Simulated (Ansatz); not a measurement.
# One crystal, many levels of theory: LaInO3 (Pnma), part 2 of 2

What gap does each level of theory give for LaInO3 (Pnma), and in what time?

Ansatz 0.2.0; density functionals, hybrids and G0W0, plane waves, PAW. Known limits of the many-body steps: finite bands, screening cutoff and k mesh; no spin-orbit coupling in G0W0; d shells not analysed; screening cutoff under 40 eV in some runs.

So far. Step 8 (G0W0@HSE06, 2×2×2 mesh, 436 empty bands, screening to …): Over all 8 irreducible mesh points the G0W0 gap is 4.795 eV, direct, at k = Γ. The HSE06 gap of this run on the mesh is 4.380 eV. The two states that bound the G0W0 gap lie that far apart at the start, so the correction of the gap is 4.795 − 4.380 = +0.415 eV. G0W0@HSE06 against G0W0@r2SCAN with 520 bands (a further run, in the table below): 4.795 − 4.442 = +0.353 eV.

In doubt: masses and optical values from hybrid runs of this build are listed as unsure (steps 8, 9), which bears on the screening that GW takes from such a start.

### Step 10. Gap and time by level

Each gap is the least one over the points named; times are wall times on shared hosts, not benchmarks. A G0W0 time includes the run's own self-consistent start. Runs with listed points see these and the mesh alone, so an edge that moves elsewhere is missed. Rows marked * are further runs, not shown as steps, whose inputs differ from the G0W0 step on the same start in the columns given; solver thresholds can differ too.

```
       level   mesh       files, cutoff  bands summed, screening                         points  gap (eV)  valence top  conduction bottom  least direct gap (eV)   time
         LDA  4×4×4  soft_2 PAW, 420 eV                        -         mesh and listed points     2.838            Γ                  Γ                  2.838    2 s
      r2SCAN  4×4×4  soft_2 PAW, 500 eV                        -                  mesh and path     3.556            Γ                  Γ                  3.556  4.1 s
  r2SCAN+SOC  4×4×4  soft_2 PAW, 500 eV                        -         mesh and listed points     3.556            Γ                  Γ                  3.556  6.2 s
       HSE06  4×2×4  soft_2 PAW, 420 eV                        -         mesh and listed points     4.373            Γ                  Γ                  4.373   31 s
        PBE0  4×2×4  soft_2 PAW, 420 eV                        -         mesh and listed points     5.094            Γ                  Γ                  5.094   36 s
G0W0@r2SCAN*  2×2×2  soft_2 PAW, 500 eV               238, 39 eV  all 8 irreducible mesh points     4.753            Γ                  Γ                  4.753  4.6 s
G0W0@r2SCAN*  2×2×2  soft_2 PAW, 500 eV               520, 78 eV  all 8 irreducible mesh points     4.442            Γ                  Γ                  4.442  7.8 s
 G0W0@r2SCAN  2×2×2  soft_2 PAW, 500 eV             1024, 130 eV  all 8 irreducible mesh points     4.528            Γ                  Γ                  4.528   18 s
  G0W0@HSE06  2×2×2  soft_2 PAW, 420 eV               520, 78 eV  all 8 irreducible mesh points     4.795            Γ                  Γ                  4.795   32 s
   G0W0@PBE0  2×2×2  soft_2 PAW, 420 eV               520, 78 eV  all 8 irreducible mesh points     4.991            Γ                  Γ                  4.991   30 s
```

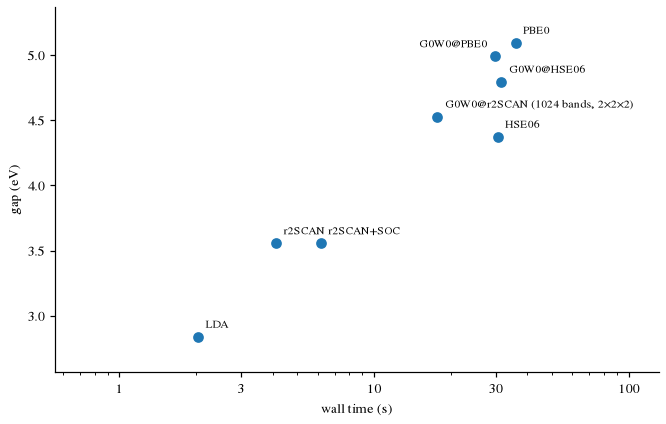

Gap against wall time for the runs shown as steps.

Computed less measured, in eV, for the reports listed at the start; nothing is added to the computed values:

| row | computed (eV) | 4.46 eV (2021) | 4.52 eV (2021) | 4.13 eV (2017) | 4.39 eV (2021) | 4.35 eV (2021) |
| --- | --- | --- | --- | --- | --- | --- |
| LDA, gap | 2.838 | −1.622 | −1.682 | −1.292 | −1.552 | −1.512 |
| r2SCAN, gap | 3.556 | −0.904 | −0.964 | −0.574 | −0.834 | −0.794 |
| r2SCAN+SOC, gap | 3.556 | −0.904 | −0.964 | −0.574 | −0.834 | −0.794 |
| HSE06, gap | 4.373 | −0.087 | −0.147 | +0.243 | −0.017 | +0.023 |
| PBE0, gap | 5.094 | +0.634 | +0.574 | +0.964 | +0.704 | +0.744 |
| G0W0@r2SCAN (1024 bands, 2×2×2), gap | 4.528 | +0.068 | +0.008 | +0.398 | +0.138 | +0.178 |
| G0W0@HSE06, gap | 4.795 | +0.335 | +0.275 | +0.665 | +0.405 | +0.445 |
| G0W0@PBE0, gap | 4.991 | +0.531 | +0.471 | +0.861 | +0.601 | +0.641 |

### Step 11. Summary of results

```
LDA, over mesh and listed points                                    : 2.838 eV
r2SCAN, over mesh and path                                          : 3.556 eV
r2SCAN+SOC, over mesh and listed points                             : 3.556 eV
HSE06, over mesh and listed points                                  : 4.373 eV
PBE0, over mesh and listed points                                   : 5.094 eV
G0W0@r2SCAN (1024 bands, 2×2×2), over all 8 irreducible mesh points : 4.528 eV
G0W0@HSE06, over all 8 irreducible mesh points                      : 4.795 eV
G0W0@PBE0, over all 8 irreducible mesh points                       : 4.991 eV
known limits                                                        : finite bands, screening cutoff and k mesh; no spin-orbit coupling in G0W0; d shells not analysed; screening cutoff under 40 eV in some runs
```

The rows run from 2.838 eV (LDA) to 5.094 eV (PBE0). They differ in mesh, plane-wave cutoff, bands and screening cutoff of G0W0 and the points over which the gap was sought as well as in level, so only pairs that share these are like for like. r2SCAN+SOC against r2SCAN: 3.556 − 3.556 = +0.000 eV, with the same mesh, set of files (read in its fully relativistic form for the spin-orbit run) and cutoff, and both edges at the same k points. The spin-orbit run sees mesh and listed points alone, so its gap is an upper bound: the coupling can move an edge off these points, and the change over the zone, its sign included where it is small, is not known. PBE0 against HSE06: 5.094 − 4.373 = +0.721 eV, with the same mesh, files and cutoff, and both edges at the same k points. G0W0@PBE0 against G0W0@HSE06 with 520 bands: 4.991 − 4.795 = +0.196 eV, with the same mesh, files and cutoffs, and both edges at the same k points. G0W0@r2SCAN (1024 bands, 2×2×2) moves the gap of its own start on the mesh by 4.528 − 3.554 = +0.974 eV, between the same two levels. Both edges that r2SCAN shows over mesh and path lie at k points where levels were corrected. Levels at other points were not corrected, so a lower G0W0 gap elsewhere in the zone is not ruled out. G0W0@HSE06 moves the gap of its own start on the mesh by 4.795 − 4.380 = +0.415 eV, between the same two levels. Both edges that HSE06 shows over mesh and listed points lie at k points where levels were corrected. Levels at other points were not corrected, so a lower G0W0 gap elsewhere in the zone is not ruled out. G0W0@PBE0 moves the gap of its own start on the mesh by 4.991 − 5.110 = −0.119 eV, between the same two levels. Both edges that PBE0 shows over mesh and listed points lie at k points where levels were corrected. Levels at other points were not corrected, so a lower G0W0 gap elsewhere in the zone is not ruled out. What spin-orbit coupling does to the G0W0 levels was not computed, so no sum with the G0W0 gap is formed. Against experiment, G0W0@r2SCAN (1024 bands, 2×2×2) at 4.528 eV lies +0.068 eV from 4.46 eV (2021), +0.008 eV from 4.52 eV (2021), +0.398 eV from 4.13 eV (2017), +0.138 eV from 4.39 eV (2021) and +0.178 eV from 4.35 eV (2021). The reports themselves run from 4.13 eV to 4.52 eV. The differences hold parts that these runs do not separate: finite bands, cutoffs and mesh, points of the zone that were not corrected, the start of G0W0, spin-orbit coupling missing from it, static nuclei, no electron-hole attraction, and what each experiment reads as the gap. How much each gives is not known from the steps shown. For G0W0@r2SCAN: from 238 bands and 39 eV to 1024 bands and 130 eV the gap moves by 4.528 − 4.753 = −0.225 eV (rung by rung 4.753, 4.442, 4.528 eV); bands and screening cutoff rise together, so their parts are not told apart. The gap turns back along the series (4.753, 4.442, 4.528 eV), so no line is drawn and the limit is not known. The other G0W0 rows are shown at one basis each (520 bands), so their distance from the limit is not known here. For G0W0@r2SCAN (1024 bands, 2×2×2): the program marks 25 of the 64 corrected levels as in doubt (energies apart, Σc rises), neither edge state among them. For G0W0@PBE0: the program's warnings for this run: coarse exchange mesh. The G0W0 runs are scalar-relativistic. One-shot GW is known to converge slowly in bands for compounds with shallow d shells. The cell holds In; the filling of the d shell and its place against the gap were not analysed here. The cell holds La; where the f levels lie against the gap was not analysed here. No pair of G0W0 runs that differ in the mesh alone is shown (2×2×2 is a supercell whose nearest images lie 11 Å apart), so the error from the mesh is not known here. G0W0@r2SCAN runs of this series with other atomic data on the same mesh, not shown as steps, give 4.425 eV (hard PAW, 1050 eV, 536 bands, screening to 78 eV; the table's row with the same empty bands and screening cutoff has 4.442 eV); where bands and cutoffs differ too, the part of the files is not isolated. A screening cutoff under 40 eV is crude: G0W0@r2SCAN with 238 bands at 39 eV.

[Paths, hosts, dates, memory and timing lines, banners, echoed tables and standing remarks are left out of the program output.]

[Logs are printed without paths, hosts, clocks, repeated set-up lines and the standing remarks that a program may print on its own settings, such as how far it seeks lower states.]

[Runs of the session that timed out or met a known fault of the program may be left out.]

[Cells called generated may have been cut or substituted from an entry of the Crystallography Open Database or the Materials Project.]

[Hosts, paths, dates, database ids (printed as entryN), source tags and the programs' standing remarks are cut or masked in the printed files.]

[Where an RPA ε∞ is given, it is that of the G0W0 mesh and is not shown converged in it. Names of k-points follow the symmetry that the program found, which can be lower than the space group named. Band edges on a path are those of the sampled points; other points can move an edge, and change direct to indirect where valleys lie close.]

[Hybrid gaps are those of their k-mesh and are not shown converged in it.]
